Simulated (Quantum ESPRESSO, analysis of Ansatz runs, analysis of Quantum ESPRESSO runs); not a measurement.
# Reproducing a measured local vibrational mode: Li-H pair in ZnO (Quantum ESPRESSO)

Subject: Li-H pair in ZnO. Wanted: its local vibrational mode, in one set-up (PBE, GBRV 1.5 PBE, 72-site cell, PBE lattice, k: the zone centre alone, anharmonic cut along the mode). The model is a cell of 72 host atoms with Li put on another atom's site and H put in between. The frequencies come from force constants among the defect atom and its neighbours, with the masses of the isotopes named.

What was measured. O-H stretch, 1H: 3577.3 cm⁻¹ at 10 K, by IR absorption (quoted in “Hydrogen-related defects in hydrothermally grown ZnO studied by Fourier Transform Infrared Spectroscopy”, 2010, Halvard Haug, quoting earlier work (2006)). O-D stretch, 2H: 2644.4 cm⁻¹, by IR absorption (quoted in “Hydrogen-related defects in hydrothermally grown ZnO studied by Fourier Transform Infrared Spectroscopy”, 2010, Halvard Haug, quoting earlier work (2006)). The runs below try to reproduce this.

Calculated with Quantum ESPRESSO 7.5; Quantum ESPRESSO plane-wave DFT, PBE, GBRV 1.5 PBE potentials; relaxation of all atoms of a defect supercell.

## 1. Starting point

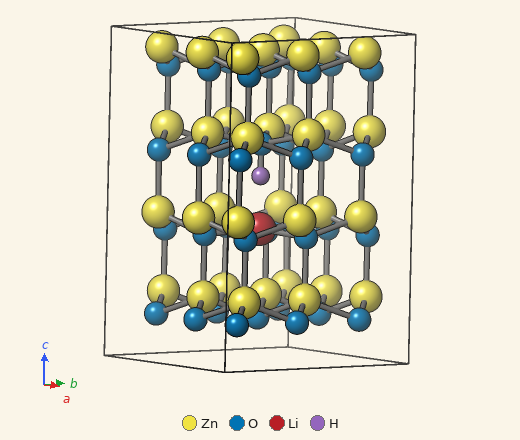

Start, viewed slightly off an axis; zinc yellow, oxygen blue, lithium red, hydrogen purple.

The cell holds 73 atoms: 35 Zn, 36 O, 1 Li and 1 H. Its edges and angles: a = 9.842 Å, b = 9.842 Å, c = 10.593 Å, α = 90.0°, β = 90.0°, γ = 120.0°. It derives from ZnO (space group P6_3mc). Nearest the centre at fractional (0.556, 0.444, 0.559): H73 at 0.61 Å, Li38 at 1.09 Å, O39 at 1.65 Å, O60 at 2.27 Å, O28 at 2.28 Å, O36 at 2.29 Å, Zn29 at 2.75 Å, Zn37 at 2.76 Å.

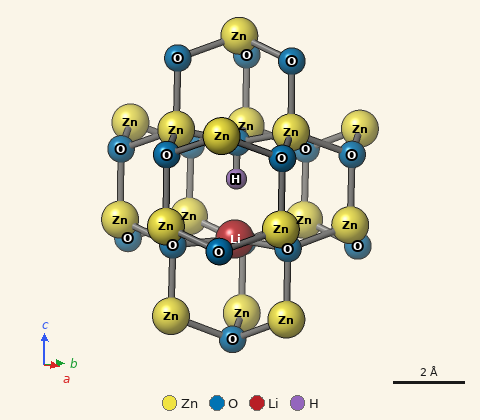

The atoms within 5 Å of the centre.

The host's primitive cell comes from a first run (Quantum ESPRESSO plane-wave DFT, PBE, GBRV 1.5 PBE potentials; relaxation of cell and atoms of a defect-free cell): vectors of 3.281, 3.281 and 5.297 Å. That is 12.34 Å³ an atom, 3.7 % over the diffraction cell's volume. The supercell is built on it.

## 2. Relaxation, charge 0

Every later number rests on the structure around the defect, so the atoms are relaxed at the host's lattice first.

Contents of pw.in:

```
&CONTROL
  calculation = 'relax'
  prefix = 'pwscf'
  outdir = './tmp'
  pseudo_dir = './pseudo'
  tprnfor = .true.
  disk_io = 'low'
  nstep = 70
  forc_conv_thr = 0.00039
  etot_conv_thr = 0.0001
/
&SYSTEM
  ibrav = 0
  nat = 73
  ntyp = 4
  ecutwfc = 45
  ecutrho = 360
  nbnd = 464
  occupations = 'smearing'
  smearing = 'fd'
  degauss = 0.00073499
  nosym = .true.
/
&ELECTRONS
  conv_thr = 7d-08
  electron_maxstep = 100
  mixing_beta = 0.5
/
&IONS
  ion_dynamics = 'bfgs'
/
ATOMIC_SPECIES
Zn    65.3800 zn_pbe_v1.uspp.F.UPF
O     15.9990 o_pbe_v1.2.uspp.F.UPF
Li     6.9400 li_pbe_v1.4.uspp.F.UPF
H      1.0080 h_pbe_v1.4.uspp.F.UPF
CELL_PARAMETERS angstrom
   9.8424224608    0.0000000000    0.0000000000
  -4.9212112304    8.5237879669    0.0000000000
   0.0000000000    0.0000000000   10.5930620368
ATOMIC_POSITIONS crystal
Zn     0.1104708944    0.2230253396    0.2514751511
Zn     0.2213723482    0.1125353471    0.0003692788
O      0.2235607407    0.1115589071    0.1910534600
O      0.1111872177    0.2240025019    0.4404862784
Zn     0.1106650498    0.2237762117    0.7508309491
Zn     0.2207498931    0.1118328249    0.4994173550
O      0.2206651554    0.1092993732    0.6884804892
O      0.1112768836    0.2223673442    0.9376340676
Zn     0.1099752130    0.5538678459    0.2487052417
Zn     0.2224891412    0.4462395041    0.0010538845
O      0.2205684980    0.4431076646    0.1882637074
O      0.1125767751    0.5578747299    0.4395524516
Zn     0.1121656423    0.5559945529    0.7516731194
Zn     0.2199802097    0.4427401300    0.4998608079
O      0.2231564976    0.4433358233    0.6904416449
O      0.1090398034    0.5539707748    0.9387909106
Zn     0.1130480441    0.8901415068    0.2489561292
Zn     0.2216399861    0.7755191256    0.0000448090
O      0.2204866547    0.7776960207    0.1884768025
O      0.1102966799    0.8874317328    0.4380388222
Zn     0.1106466642    0.8866686765    0.7501031233
Zn     0.2221030052    0.7790828107    0.4985928849
O      0.2242237068    0.7797796046    0.6891913180
O      0.1132957703    0.8906441237    0.9398248029
Zn     0.4422466370    0.2204320234    0.2498317918
Zn     0.5576814193    0.1117802770    0.0006989132
O      0.5539640748    0.1091016850    0.1903246085
O      0.4424357984    0.2218485666    0.4402968420
Zn     0.4454429520    0.2240074257    0.7487672393
Zn     0.5564941335    0.1116383371    0.4982589507
O      0.5534782278    0.1099224509    0.6903832003
O      0.4465528580    0.2237023818    0.9402443155
Zn     0.4463398666    0.5573056021    0.2491622065
Zn     0.5541458585    0.4453454286   -0.0002390148
O      0.5554626361    0.4440826252    0.1876528363
O      0.4435210595    0.5566333640    0.4404996086
Zn     0.4465997944    0.5560484421    0.7504999352
Li     0.5542371293    0.4447171618    0.4562081037
O      0.5550741396    0.4447127116    0.7149031647
O      0.4429504521    0.5562310124    0.9401269915
Zn     0.4427755717    0.8894733799    0.2501409177
Zn     0.5545789972    0.7770320799   -0.0017114811
O      0.5574368651    0.7794429704    0.1904219387
O      0.4439936837    0.8900992248    0.4408024126
Zn     0.4425009274    0.8882859396    0.7509892859
Zn     0.5542334821    0.7759091002    0.4989050364
O      0.5557927560    0.7762489565    0.6884278044
O      0.4463025609    0.8890183738    0.9386348678
Zn     0.7787632086    0.2243015071    0.2491151194
Zn     0.8912014345    0.1125807981   -0.0001428222
O      0.8895531640    0.1133630643    0.1898280800
O      0.7783336566    0.2244655549    0.4396892929
Zn     0.7793776691    0.2224230187    0.7487246146
Zn     0.8886049380    0.1097548968    0.5014850469
O      0.8906630939    0.1124328855    0.6906841457
O      0.7799821945    0.2232234216    0.9388765914
Zn     0.7777877316    0.5536570515    0.2493277201
Zn     0.8882746576    0.4426931780    0.0012213540
O      0.8869418259    0.4426552375    0.1887845978
O      0.7757494552    0.5554765514    0.4391344979
Zn     0.7795717061    0.5551868129    0.7503014665
Zn     0.8878324624    0.4453074099    0.4989062756
O      0.8879441255    0.4456341984    0.6887408011
O      0.7756757654    0.5542221851    0.9403133510
Zn     0.7756532410    0.8883318135    0.2506380096
Zn     0.8907197414    0.7774237138    0.0000434143
O      0.8891482645    0.7799227259    0.1893940392
O      0.7778261671    0.8892590942    0.4376564420
Zn     0.7770088444    0.8873722586    0.7514290838
Zn     0.8884708375    0.7774524881    0.5018431863
O      0.8885444037    0.7791478226    0.6907141228
O      0.7770528811    0.8904496025    0.9393390882
H      0.5570169491    0.4445220479    0.6170931859
K_POINTS gamma
```

The run is started by

```bash
$ OMP_NUM_THREADS=1 mpirun -n 4 pw.x -in pw.in > pw.out
```

The log of the run:

```text
[shortened: banners, details of potentials and solvers, and blank lines are left out]
     gamma-point specific algorithms are used
     one sub-group per band group will be used
     scalapack distributed-memory algorithm (size of sub-group:  2*  2 procs)
     bravais-lattice index     =            0
     lattice parameter (alat)  =      18.5995  a.u.
     unit-cell volume          =    5997.2583 (a.u.)^3
     number of atoms/cell      =           73
     number of atomic types    =            4
     number of electrons       =       920.00
     number of Kohn-Sham states=          464
     kinetic-energy cutoff     =      45.0000  Ry
     charge density cutoff     =     360.0000  Ry
     scf convergence threshold =      7.0E-08
     mixing beta               =       0.5000
     number of iterations used =            8  plain     mixing
     energy convergence thresh.=      1.0E-04
     force convergence thresh. =      3.9E-04
     Exchange-correlation=  SLA  PW   PBX  PBC
                           (   1   4   3   4   0   0   0)
     nstep                     =           70
     crystal axes: (cart. coord. in units of alat)
               a(1) = (   1.000000   0.000000   0.000000 )
               a(2) = (  -0.500000   0.866025   0.000000 )
               a(3) = (   0.000000   0.000000   1.076266 )
     PseudoPot. # 1 for Zn read from file:
     zn_pbe_v1.uspp.F.UPF
     Pseudo is Ultrasoft, Zval = 20.0
[...]
PseudoPot. # 2 for O  read from file:
     o_pbe_v1.2.uspp.F.UPF
     Pseudo is Ultrasoft + core correction, Zval =  6.0
[...]
PseudoPot. # 3 for Li read from file:
     li_pbe_v1.4.uspp.F.UPF
     Pseudo is Ultrasoft, Zval =  3.0
     PseudoPot. # 4 for H  read from file:
     h_pbe_v1.4.uspp.F.UPF
     Pseudo is Ultrasoft, Zval =  1.0
     atomic species   valence    mass     pseudopotential
     Zn               20.00    65.38000     Zn( 1.00)
     O                 6.00    15.99900     O ( 1.00)
     Li                3.00     6.94000     Li( 1.00)
     H                 1.00     1.00800     H ( 1.00)
     No symmetry found
     site n.     atom                  positions (alat units)
         1        Zn     tau(   1) = (  -0.0010418   0.1931456   0.2706541  )
         2        Zn     tau(   2) = (   0.1651047   0.0974585   0.0003974  )
         3        O      tau(   3) = (   0.1677813   0.0966128   0.2056243  )
         4        O      tau(   4) = (  -0.0008140   0.1939919   0.4740803  )
         5        Zn     tau(   5) = (  -0.0012231   0.1937959   0.8080936  )
         6        Zn     tau(   6) = (   0.1648335   0.0968501   0.5375058  )
         7        O      tau(   7) = (   0.1660155   0.0946560   0.7409880  )
         8        O      tau(   8) = (   0.0000932   0.1925758   1.0091434  )
[...]
number of k points=     1  Fermi-Dirac smearing, width (Ry)=  0.0007
                       cart. coord. in units 2pi/alat
        k(    1) = (   0.0000000   0.0000000   0.0000000), wk =   2.0000000
     Dense  grid:   345955 G-vectors     FFT dimensions: ( 120, 120, 125)
     Smooth grid:   122344 G-vectors     FFT dimensions: (  80,  80,  90)
     Check: negative core charge=   -0.000002
     starting charge     919.5443, renormalised to     920.0000
     Self-consistent Calculation
     iteration #  1     ecut=    45.00 Ry     beta= 0.50
     total energy              =  -17328.45650326 Ry
     estimated scf accuracy    <      17.14008229 Ry
     iteration #  2     ecut=    45.00 Ry     beta= 0.50
     total energy              =  -17333.32283124 Ry
     estimated scf accuracy    <       8.45277018 Ry
     iteration #  3     ecut=    45.00 Ry     beta= 0.50
     total energy              =  -17334.84234194 Ry
     estimated scf accuracy    <       0.55911954 Ry
[...]
[... 160 further cycles ...]
[...]
estimated scf accuracy    <       0.00000015 Ry
     iteration #  4     ecut=    45.00 Ry     beta= 0.50
     total energy              =  -17334.98634796 Ry
     estimated scf accuracy    <       0.00000002 Ry
     iteration #  5     ecut=    45.00 Ry     beta= 0.50
     total energy              =  -17334.98634796 Ry
     estimated scf accuracy    <          4.2E-09 Ry
     iteration #  6     ecut=    45.00 Ry     beta= 0.50
     End of self-consistent calculation
          k = 0.0000 0.0000 0.0000 ( 15280 PWs)   bands (ev):
  -115.5996-115.5983-115.5979-115.4604-115.3812-115.3809-115.3804-115.3738
  -115.3736-115.3731-115.3728-115.3725-115.3724-115.3615-115.3592-115.3587
  -115.3586-115.3583-115.3319-115.3310-115.3308-115.3280-115.3270-115.3262
  -115.3202-115.3198-115.3196-115.2640-115.2470-115.1928-115.1921-115.1905
  -115.1903-115.1902-115.1896 -69.8394 -69.8372 -69.8369 -69.7739 -69.7735
   -69.7730 -69.7726 -69.7719 -69.7714 -69.6574 -69.6573 -69.6534 -69.5798
   -69.5795 -69.5790 -69.5784 -69.5781 -69.5776 -69.5758 -69.5748 -69.5748
   -69.5745 -69.5740 -69.5738 -69.5736 -69.5729 -69.5725 -69.5678 -69.5672
   -69.5668 -69.5667 -69.5666 -69.5664 -69.5663 -69.5662 -69.5659 -69.5655
   -69.5651 -69.5649 -69.5584 -69.5584 -69.5580 -69.5574 -69.5572 -69.5571
   -69.5552 -69.5551 -69.5550 -69.5549 -69.5548 -69.5546 -69.5515 -69.5509
   -69.5506 -69.5353 -69.5343 -69.5336 -69.5322 -69.5314 -69.5312 -69.5268
   -69.5258 -69.5254 -69.5241 -69.5234 -69.5230 -69.5218 -69.5210 -69.5204
[...]
the Fermi energy is     8.5559 ev
!    total energy              =  -17334.98634796 Ry
     estimated scf accuracy    <          2.9E-10 Ry
     smearing contrib. (-TS)   =      -0.00000000 Ry
     internal energy E=F+TS    =  -17334.98634796 Ry
     The total energy is F=E-TS. E is the sum of the following terms:
     one-electron contribution =  -14530.25887546 Ry
     hartree contribution      =    7629.83915206 Ry
     xc contribution           =   -1747.47200303 Ry
     ewald contribution        =   -8687.09462154 Ry
     convergence has been achieved in   6 iterations
     Forces acting on atoms (cartesian axes, Ry/au):
     atom    1 type  1   force =     0.00000957    0.00004319   -0.00001248
     atom    2 type  1   force =     0.00007965    0.00011732    0.00007584
     atom    3 type  2   force =    -0.00001376   -0.00004684   -0.00005190
     atom    4 type  2   force =     0.00005817    0.00009569   -0.00007043
     atom    5 type  1   force =    -0.00007818   -0.00000963    0.00002714
     atom    6 type  1   force =    -0.00001975   -0.00009229    0.00001814
     atom    7 type  2   force =     0.00002314    0.00004575    0.00004571
     atom    8 type  2   force =     0.00003344    0.00011741    0.00004213
[...]
Total force =     0.001407     Total SCF correction =     0.000056
     Energy error            =      4.1E-06 Ry
     Gradient error          =      4.4E-04 Ry/Bohr
     number of scf cycles    =  24
     number of bfgs steps    =  23
     energy             old  =  -17334.9863438621 Ry
     energy             new  =  -17334.9863479603 Ry
     CASE: energy            _new < energy            _old
     new trust radius        =       0.0020507691 bohr
     new conv_thr            =       0.0000000007 Ry
ATOMIC_POSITIONS (crystal)
Zn               0.1103004977        0.2220847032        0.2517696645
Zn               0.2198280331        0.1099917459        0.0008488151
O                0.2197112053        0.1099317891        0.1889057559
O                0.1107809794        0.2223148128        0.4403205874
Zn               0.1105806909        0.2221255387        0.7494039066
Zn               0.2272266815        0.1148677782        0.4983311029
O                0.2228128798        0.1119755790        0.6894286156
O                0.1107999958        0.2222386134        0.9386839049
[...]
Check: negative core charge=   -0.000002
     Self-consistent Calculation
     iteration #  1     ecut=    45.00 Ry     beta= 0.50
     total energy              =  -17334.98635074 Ry
     estimated scf accuracy    <       0.00000213 Ry
     iteration #  2     ecut=    45.00 Ry     beta= 0.50
     total energy              =  -17334.98635098 Ry
     estimated scf accuracy    <       0.00000036 Ry
     iteration #  3     ecut=    45.00 Ry     beta= 0.50
     total energy              =  -17334.98635104 Ry
     estimated scf accuracy    <       0.00000011 Ry
     iteration #  4     ecut=    45.00 Ry     beta= 0.50
     total energy              =  -17334.98635106 Ry
     estimated scf accuracy    <       0.00000001 Ry
     iteration #  5     ecut=    45.00 Ry     beta= 0.50
     total energy              =  -17334.98635106 Ry
     estimated scf accuracy    <          3.1E-09 Ry
     iteration #  6     ecut=    45.00 Ry     beta= 0.50
     End of self-consistent calculation
          k = 0.0000 0.0000 0.0000 ( 15280 PWs)   bands (ev):
  -115.5992-115.5982-115.5979-115.4585-115.3811-115.3809-115.3804-115.3731
  -115.3729-115.3727-115.3725-115.3725-115.3723-115.3614-115.3590-115.3588
  -115.3587-115.3581-115.3321-115.3315-115.3315-115.3287-115.3277-115.3271
  -115.3206-115.3202-115.3201-115.2644-115.2483-115.1921-115.1920-115.1904
  -115.1903-115.1900-115.1895 -69.8388 -69.8371 -69.8369 -69.7736 -69.7734
   -69.7728 -69.7726 -69.7718 -69.7714 -69.6556 -69.6555 -69.6515 -69.5796
   -69.5794 -69.5789 -69.5783 -69.5780 -69.5775 -69.5750 -69.5744 -69.5743
   -69.5742 -69.5739 -69.5736 -69.5735 -69.5729 -69.5724 -69.5672 -69.5666
   -69.5666 -69.5665 -69.5662 -69.5661 -69.5659 -69.5657 -69.5655 -69.5652
   -69.5650 -69.5647 -69.5586 -69.5584 -69.5579 -69.5574 -69.5572 -69.5571
   -69.5551 -69.5550 -69.5549 -69.5549 -69.5546 -69.5545 -69.5516 -69.5510
   -69.5504 -69.5361 -69.5351 -69.5344 -69.5325 -69.5319 -69.5318 -69.5271
   -69.5263 -69.5260 -69.5243 -69.5238 -69.5237 -69.5225 -69.5217 -69.5212
[...]
the Fermi energy is     8.5558 ev
!    total energy              =  -17334.98635106 Ry
     estimated scf accuracy    <          2.0E-10 Ry
     smearing contrib. (-TS)   =      -0.00000000 Ry
     internal energy E=F+TS    =  -17334.98635106 Ry
     The total energy is F=E-TS. E is the sum of the following terms:
     one-electron contribution =  -14530.03570863 Ry
     hartree contribution      =    7629.72699897 Ry
     xc contribution           =   -1747.47164897 Ry
     ewald contribution        =   -8687.20599244 Ry
     convergence has been achieved in   6 iterations
     Forces acting on atoms (cartesian axes, Ry/au):
     atom    1 type  1   force =     0.00006565    0.00002615   -0.00003879
     atom    2 type  1   force =     0.00004371    0.00012542    0.00002818
     atom    3 type  2   force =    -0.00003084   -0.00004173   -0.00000316
     atom    4 type  2   force =    -0.00002901    0.00002925   -0.00009405
     atom    5 type  1   force =    -0.00003548    0.00001127    0.00011518
     atom    6 type  1   force =    -0.00000005   -0.00005392    0.00003874
     atom    7 type  2   force =     0.00003646    0.00004159    0.00011528
     atom    8 type  2   force =     0.00008816    0.00007180   -0.00000513
[...]
Total force =     0.001206     Total SCF correction =     0.000060
     Energy error            =      3.1E-06 Ry
     Gradient error          =      3.6E-04 Ry/Bohr
     bfgs converged in  25 scf cycles and  24 bfgs steps
     (criteria: energy <  1.0E-04 Ry, force <  3.9E-04 Ry/Bohr)
     End of BFGS Geometry Optimization
     Final energy             =  -17334.9863510594 Ry
Begin final coordinates
ATOMIC_POSITIONS (crystal)
Zn               0.1103004977        0.2220847032        0.2517696645
Zn               0.2198280331        0.1099917459        0.0008488151
O                0.2197112053        0.1099317891        0.1889057559
O                0.1107809794        0.2223148128        0.4403205874
Zn               0.1105806909        0.2221255387        0.7494039066
Zn               0.2272266815        0.1148677782        0.4983311029
O                0.2228128798        0.1119755790        0.6894286156
O                0.1107999958        0.2222386134        0.9386839049
[...]
End final coordinates
   JOB DONE.
```

Run time: 32 min. Hardware: 4 MPI ranks of Arm Neoverse V2, shared host; peak memory 2.3 GiB; 2.1 h of CPU time.

Relaxation path (22 of 25):

```csv
step,energy less that of the first step (eV)
0,0.0000
1,-0.3621
2,-0.6679
3,-0.7748
5,-0.8360
6,-0.8581
7,-0.8701
8,-0.8824
9,-0.8936
10,-0.8991
11,-0.9039
13,-0.9099
14,-0.9117
15,-0.9129
16,-0.9136
17,-0.9139
18,-0.9141
19,-0.9142
21,-0.9143
22,-0.9144
23,-0.9145
24,-0.9145
```

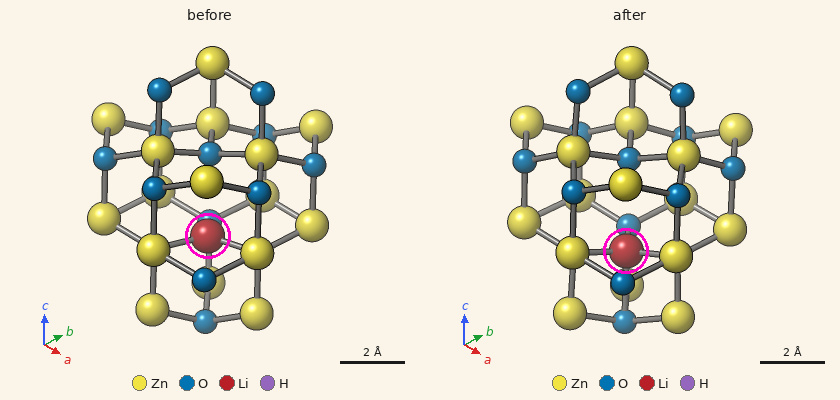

Before and after: the atoms that start within 5 Å of the centre. Li38, which moves most, is ringed if it is among them. H lies hidden behind other atoms in this view.

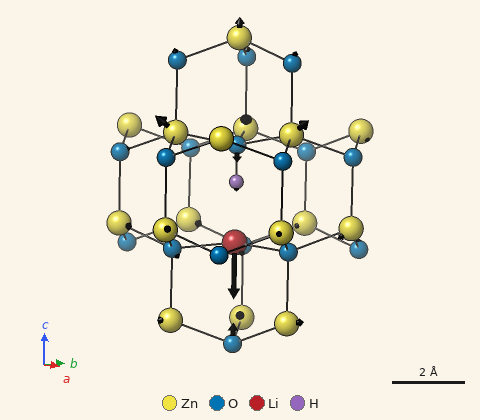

Displacements in the relaxation near the centre, exaggerated; the longest in the cell stands for 0.39 Å.

The atoms that moved most (Å):

```csv
atom,dx,dy,dz,length
Li38,0.006,-0.001,-0.389,0.389
Zn29,-0.002,-0.122,0.089,0.151
Zn37,-0.111,0.050,0.067,0.139
Zn61,0.076,0.060,0.077,0.123
O35,-0.004,0.004,0.112,0.112
Zn34,0.017,-0.006,0.091,0.093
O39,0.009,-0.001,-0.083,0.084
Zn33,-0.070,0.020,0.006,0.073
```

Neighbours of the ideal centre at the end:

```csv
atom,distance (Å)
H73,0.584
Li38,1.480
O39,1.566
O60,2.276
O28,2.281
O36,2.289
Zn37,2.896
Zn29,2.899
Zn61,2.904
```

Neighbours of the added atoms: H73: O39 0.98, Li38 2.06, Zn61 2.50 Å.

(Part 1 of 2 ends here.)

[Logs are printed without paths, hosts, clocks, repeated set-up lines and the standing remarks that a program may print on its own settings, such as how far it seeks lower states.]

[Hosts, paths, dates, database ids (printed as entryN), source tags and the programs' standing remarks are cut or masked in the printed files.]

[For some hosts the program warned that the k-mesh of the response run may be too coarse for force constants and the static dielectric constant; such warnings are not shown here.]
